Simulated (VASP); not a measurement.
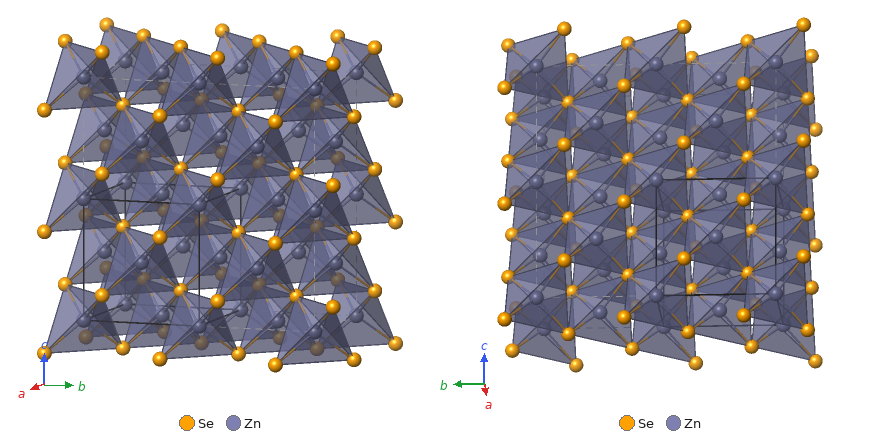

Polyhedra are drawn about Zn (bonds: Se–Zn below 2.8 Å); other atoms are plain spheres. Two views of the same piece.

ZnSe (space group F-43m, No. 216): the geometry relaxed with VASP Kohn-Sham DFT of a periodic cell, PBE with dDsC, VASP PAW PBE potentials, minimal, release 54 (VASP).

> What figure surrounds each Zn atom, and what does it share with the other drawn polyhedra?

Zn: ZnSe4 tetrahedron, sharing corners with twelve neighbours.

> How do these polyhedra hang together as a whole?

They form a three-dimensional framework of corner-sharing tetrahedra.

> How far apart are the centres of linked polyhedra?

Centre to centre across a shared corner: 4.02 Å.
